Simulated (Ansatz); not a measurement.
System: C.

Input file:

```
crystal:
  lattice:
    - [1.2278943061, 0.7089251082, 3.4694434206]
    - [-1.2278943061, 0.7089251082, 3.4694434206]
    - [0.0, -1.4178502164, 3.4694434206]
  atoms:
    - { symbol: C, position: [0.1665992369, 0.1665992369, 0.1665992369] }
    - { symbol: C, position: [0.8334007631, 0.8334007631, 0.8334007631] }
basis:
  ecutwfc: 500
kpoints:
  mp_grid: { grid: [18, 18, 18] }
hamiltonian:
  xc: r2scan
scf:
  occupations: { method: gaussian, width: 0.02 }
output:
  forces: true
  stress: true
  eigenvalues: true
  write_density: true
  write_potential: true
  elf: true
  volumetric_format: npy
relax:
  adjacent_minimum: "off"
  f_tol: 0.005
  max_steps: 80
  cell: { stress_tol: 0.05 }
```

Run with:

```sh
ansatz run input.yaml --threads 2 --pin off --max-ram 5120MiB --backend cpu --events-out ev --progress --plain --runs-dir out
```

Below, planes, directions and counts refer to the conventional cell (a = 2.46 Å, b = 2.46 Å, c = 10.56 Å, α = 90.00°, β = 90.00°, γ = 120.00°).

The fields are those of the run's last geometry, not of the input's.

Space group R-3m.

Computed with DFT r2SCAN, scalar-relativistic, plane waves, PAW (Ansatz 0.2.0).

Question: What will maps of the valence pseudo-density and electron localisation function show?

Answer: C–C (1.42 Å): ρ is about 2.1 e/Å³ halfway; the ELF peaks at about 0.95 between the atoms; localised, covalent bonding.

Question: Does the calculation make it a metal, or give it a gap?

Answer: It is gapped, with a Kohn–Sham gap of 0.52 eV on the k-point mesh (the band edges may lie off the mesh, which would make the gap smaller).

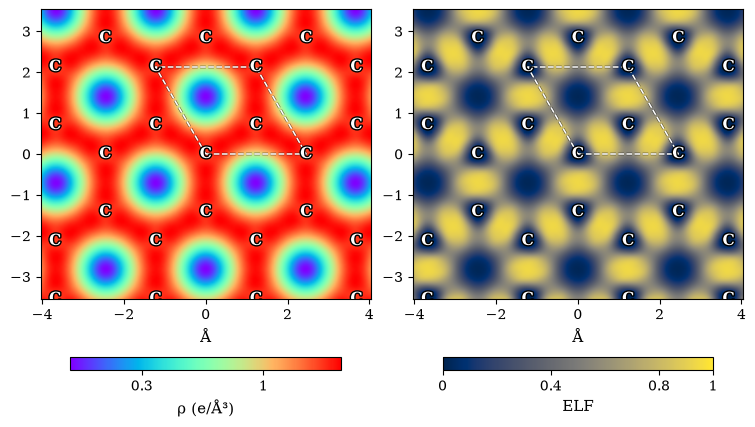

Computed valence pseudo-density and electron localisation function on the (001) plane of the conventional cell, in this order. 

Core electrons are frozen (PAW), and the valence fields are smoothed inside the atomic spheres.
